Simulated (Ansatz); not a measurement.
Wannier-function calculation of GaN

The run: Wannier-function calculation of GaN (4 atoms in the cell). Method and program: DFT, PBE, plane waves, PAW, no spin polarisation (Ansatz 0.2.0).

The structure derives from an entry of the Crystallography Open Database. Some settings of this run were made unusual or wrong on purpose. The geometry comes from this level: r2SCAN. Figures and captions count atoms from 1; the log counts them from 0 in places.

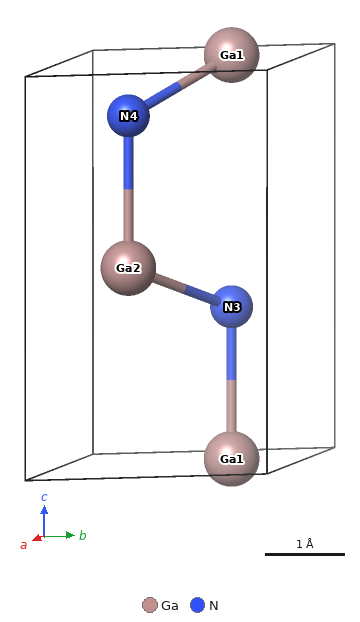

Fig. 1: The structure (ball-and-stick view of the cell of the calculation, seen slightly off an axis; atoms are numbered from 1 in the order of the input). An atom can appear more than once, as a periodic image.

### What the run reported

| quantity | value |
| --- | --- |
| outcome | converged |
| space group (tolerance 0.01 Å) | P6₃mc (186) |
| electrons treated | 36 |
| free energy | −8335.8081 eV |
| total spread of the Wannier functions | 6.159 Å² |
| Fermi energy | 9.763 eV |
| gap on the k-point mesh | 1.93 eV |
| hardware | 4 threads of Arm Neoverse V1, 24 GiB of memory available, shared host |
| wall time | 3.8 s (CPU time 13 s) |
| peak memory | 0.36 GiB |

### What went wrong

Some settings of this run were drawn to be unusual or wrong. It converged; results that depend on the unusual settings are not reference values.

### The input
```yaml
crystal:
  lattice:
    - [3.1831495813, 0.0, 0.0]
    - [-1.5915747906, 2.7566884014, 0.0]
    - [0.0, 0.0, 5.1836255286]
  atoms:
    - { symbol: Ga, position: [0.3333333333, 0.6666666667, -0.0008868509] }
    - { symbol: Ga, position: [0.6666666667, 0.3333333333, 0.4991131491] }
    - { symbol: "N", position: [0.3333333333, 0.6666666667, 0.3758868509] }
    - { symbol: "N", position: [0.6666666667, 0.3333333333, 0.8758868509] }
kpoints:
  mp_grid: { grid: [9, 9, 4] }
  band_path:
    path:
      - [[0.0, 0.0, 0.0], [0.5, 5.92566264044e-17, -3.915549525723e-19], [0.3333333333333, 0.3333333333333, -7.831099051445e-19], [0.0, 0.0, 0.0], [7.169763154219e-52, 9.224443834001e-36, 0.5], [0.5, 5.914590587259e-17, 0.5], [0.3333333333333, 0.3333333333333, 0.5], [7.169763154219e-52, 9.224443834001e-36, 0.5]]
      - [[0.5, 5.914590587259e-17, 0.5], [0.5, 5.92566264044e-17, -3.915549525723e-19]]
      - [[0.3333333333333, 0.3333333333333, 0.5], [0.3333333333333, 0.3333333333333, -7.831099051445e-19]]
    npoints: 10
hamiltonian:
  xc: pbe
scf:
  occupations: { method: fixed }
  n_extra_bands: 16
output:
  forces: false
  stress: false
  eigenvalues: true
  wannier:
    kmesh: [1, 1, 1]
    projections:
      - { species: "N", l: s, shell: 2 }
      - { species: "N", l: p, shell: 2 }
      - { species: Ga, l: s, shell: 4 }
      - { species: Ga, l: p, shell: 4 }
    minimise: true
    write_hr: true
    conv_tol: 1.0e-08
    max_iter: 1000
    disentanglement: { window: [-16.24, 27.7], frozen_window: [1.76, 13.2] }
```

### File wannier.win
```
! ansatz wannier90 interface
! projections by site (counted from 0) and shell: 2 2S, 3 2S, 2 2P, 3 2P, 0 4S, 1 4S, 0 4P, 1 4P
! states of the run's bands (counted from 1): 1-31
num_bands = 31
num_wann  = 16
num_iter  = 2000
conv_tol = 1e-8
conv_window = 5
dis_win_min = -16.24
dis_win_max = 27.7
dis_froz_min = 1.76
dis_froz_max = 13.2
dis_num_iter = 10000
guiding_centres = true
write_hr = true

begin unit_cell_cart
Ang
        3.183149581270209  -2.8867611590191926e-11                      0.0
      -1.5915747906101048        2.756688401440233                      0.0
                      0.0                      0.0             5.1836255286
end unit_cell_cart

begin atoms_frac
Ga        0.3333333333333333       0.6666666666666666            -0.0008868509
Ga        0.6666666666666666       0.3333333333333333             0.4991131491
N         0.3333333333333333       0.6666666666666666             0.3758868509
N         0.6666666666666666       0.3333333333333333             0.8758868509
end atoms_frac

mp_grid = 1 1 1
```

Launch command:
```bash
ansatz run input.yaml --threads 4 --pin off --max-ram 3686MiB --backend cpu --events-out ev --progress --plain --runs-dir out
```

### Output
```
scf.n_extra_bands = 16 over 18 filled bands (N_el = 36.0): the run solves 34 bands
Engine: ansatz 0.2.0, aarch64-unknown-linux-gnu
Pseudopotentials: kind: paw
Pseudopotential: Ga, paw, valence charge 13, recommended cutoff 420 eV (normal), Ga.paw.azcp
Pseudopotential: N, paw, valence charge 5, recommended cutoff 420 eV (normal), N.paw.azcp
Functional definition: PBE
  parameter kappa = 0.804
  parameter beta = 0.06672455060314922
  exchange = pbe_x(kappa = kappa, mu = beta*pi^2/3)
  correlation = pbe_c(beta = beta)
Crystal: 4 atoms, lattice volume = 45.486 Å³
Basis set: ecut = 420 eV, 893 PW (Γ)
Bands: 34, of which v1, the nominal top of the filled ones, is band 18 counted from 1 (17 counted from 0)
Symmetry: 12 space group operations
Space group: P63mc (ITA 186), of the structure as read, at distance tolerance 3.6e-5 Å
k-points: 36 of 324 (time reversal used)
Non-local potential: Ga, projectors of the file, l = 0: 2, l = 1: 2, l = 2: 3, l = 3: 1
Non-local potential: N, projectors of the file, l = 0: 2, l = 1: 2, l = 2: 1
PAW form: soft (Blöchl's): semilocal exchange-correlation on the pseudo side does not see the compensation charge
PAW one-centre angular grid: Ga, 590 points (default); XC on 64 Gauss nodes
PAW one-centre angular grid: N, 110 points (default); XC on 64 Gauss nodes
Initial density: superposition of atomic densities (neutral atoms: chi_scale 0, normalization atom), corrected by the library's trained network
Initial wavefunctions: pseudopotential atomic-orbital guess
Functional: x = pbe(κ = 0.804, μ = 0.2195149727645171), c = pbe(β = 0.06672455060314922)
SCF iter   1: F=—  HF=-8335.807420 eV  |F-HF|=—  |Δ(HF+E_count)|=         —  Δρ=8.86e-4  dr2=2.27e-4  ethr=1.77e-3  ⟨swp⟩=4.2  Hψ=4220  notcnv=0  defer=454
preconditioner: auto → Resta (q_TF=auto, 2.624 Å⁻¹)  ε∞=2.9  [insulator: Δε(μ)=1.927 eV  Ē_g=24.243 eV  n_scr=22 (ndim 8)  ℏωp=33.0 eV  f_vac=0.009  ε∞_Penn≈2.9]
SCF iter   2: F=—  HF=-8335.807939 eV  |F-HF|=—  |Δ(HF+E_count)|=   5.19e-4  Δρ=4.04e-4  dr2=2.74e-5  ethr=6.30e-7  ⟨swp⟩=2.0  Hψ=2234  notcnv=0  defer=502
SCF iter   3: F=—  HF=-8335.808036 eV  |F-HF|=—  |Δ(HF+E_count)|=   9.77e-5  Δρ=2.21e-4  dr2=8.71e-6  ethr=7.60e-8  ⟨swp⟩=2.0  Hψ=1474  notcnv=0  defer=328
SCF iter   4: F=—  HF=-8335.808083 eV  |F-HF|=—  |Δ(HF+E_count)|=   4.65e-5  Δρ=4.21e-5  dr2=5.82e-7  ethr=2.42e-8  ⟨swp⟩=2.0  Hψ=1577  notcnv=0  defer=500
iter 5 did not close the SCF: its close was put off for the readings that it lacked (scf_convergence_deferred on its scf_iter line)
SCF iter   5: F=-8335.808084 eV  HF=-8335.808084 eV  |F-HF|=2.00e-7  |Δ(HF+E_count)|=   1.03e-6  Δρ=1.97e-5  dr2=9.30e-8  ethr=1.62e-9  ⟨swp⟩=2.0  Hψ=1564  notcnv=0  defer=501
SCF iter   6: F=-8335.808084 eV  HF=-8335.808084 eV  |F-HF|=1.26e-8  |Δ(HF+E_count)|=   2.19e-7  Δρ=4.18e-6  dr2=5.98e-9  ethr=2.58e-10  ⟨swp⟩=7.0  Hψ=6697  notcnv=0
SCF 1 converged in 6 iterations: F = -8335.808084 eV  dr2 = 5.98e-9
  greatest PAW one-centre occupation: 0.995 electrons in one spin orbital (limit 2), on the Ga atom at site 1 (counted from 0), in its partial waves of l = 2
```

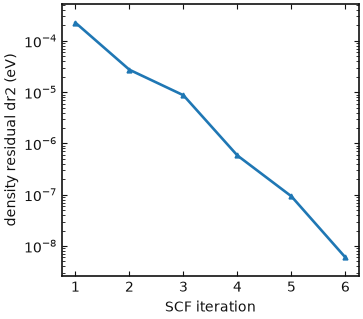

Fig. 2: Convergence of the self-consistent field: density residual dr2 against the SCF iteration. The residual falls at every step.

```
NSCF: frozen V_eff on 93 k-points
NSCF: frozen V_eff on 1 k-points
NSCF: frozen V_eff on 1 k-points
SCF converged after 6 iterations
Free energy (F): -8335.808084 eV
Harris-Foulkes:  -8335.808084 eV  (|F-HF|=1.26e-8)
Internal energy: -8335.808084 eV  (E = F + TS)
E sigma→0 (E₀):  -8335.808084 eV
Fermi energy:    9.762702 eV
--- Per-component energies (eV) ---
  E_band       = -7.960323
  E_kinetic    = 494.946722
  E_local      = -3897.412278  (includes V_loc(G=0)·N_el)
  E_nonlocal   = 948.866576
  E_hartree    = 1794.528550
  E_xc         = -257.812173
  E_vxc        = -268.570913  (∫ρ·V_xc dr)
  E_paw        = -4240.793427  (= ΣΔE_a)
  E_vpaw       = -874.847846  (= ΣTr[D̂ρ^β])
  E_aug_tail   = 0.000124  (compensation charges beyond the density's cutoff)
  E_ewald      = -3178.132179
  E_smearing   = -0.000000  (= −TS)
  E_closure    = -0.000000  (closes the sum)
  Σ components = -8335.808084   (vs F -8335.808084, Δ=0.00e0)
--- Band table (eV; the first three rows and the last of 36) ---
  k-point 0: bands = ["-6.2514", "-5.3392", "-3.7262", "-3.7113", "-3.7113", "-3.6498", "-3.6498", "-3.4568", "-3.4568", "-3.3583", "-3.3583", "-2.1077", "2.6874", "8.7258", "8.7258", "9.7243", "9.7627", "9.7627", "11.6966", "14.0433", "18.9791", "19.6882", "19.6882", "20.5236", "21.5001", "21.5001", "24.3588", "25.4253", "25.4253", "27.6514", "27.6514", "27.9508", "28.0550", "31.4891"]
  k-point 1: bands = ["-6.0761", "-5.4131", "-3.7076", "-3.7076", "-3.6687", "-3.6637", "-3.6637", "-3.4375", "-3.4375", "-3.3682", "-3.3682", "-2.6568", "3.7416", "8.2250", "8.8705", "8.8705", "9.6042", "9.6042", "12.8954", "14.1492", "18.5869", "19.3279", "19.7732", "19.7732", "20.9914", "20.9914", "24.9211", "26.2383", "26.2383", "27.4411", "28.5611", "28.5611", "30.1927", "31.7504"]
  k-point 2: bands = ["-5.6901", "-5.6901", "-3.6905", "-3.6905", "-3.6905", "-3.6905", "-3.3984", "-3.3984", "-3.3984", "-3.3984", "-3.3723", "-3.3723", "5.9140", "5.9140", "9.2312", "9.2312", "9.2312", "9.2312", "14.0343", "14.0343", "18.2578", "18.2578", "20.2008", "20.2008", "20.2008", "20.2008", "26.0859", "26.0859", "28.1775", "28.1775", "28.1775", "28.1775", "32.5050", "32.5050"]
  k-point 35: bands = ["-5.1679", "-5.1679", "-3.5909", "-3.5909", "-3.5748", "-3.5748", "-3.4361", "-3.4361", "-3.4120", "-3.4120", "-1.6630", "-1.6630", "3.5879", "3.5879", "5.5546", "5.5546", "8.2830", "8.2830", "16.2022", "16.2022", "17.0997", "17.0997", "18.8376", "18.8376", "23.7566", "23.7566", "23.9497", "23.9497", "27.7811", "27.7811", "32.1729", "32.1729", "34.7778", "34.7778"]
Wannier search: line search 1 of at most 1000: gauge-dependent spread (as the search counts it) 2.4288892 Å², largest recent change 6.9e-1 Å² and fall left 1.7e-2 Å² against conv_tol 1.0e-8 Å², 0 stops escaped
WARN: [file] 12 periodic images of 4 elements of H(R) lie 4.88e-4 to 1.95e-3 Å beyond their element's nearest image, near the 9.77e-4 Å window within which an element is shared among its images; whether they share it moves the interpolated H(k) by 2.1e-2 eV (Frobenius norm, root mean square over the Brillouin zone); at the model's own mesh points H(k) does not change
```
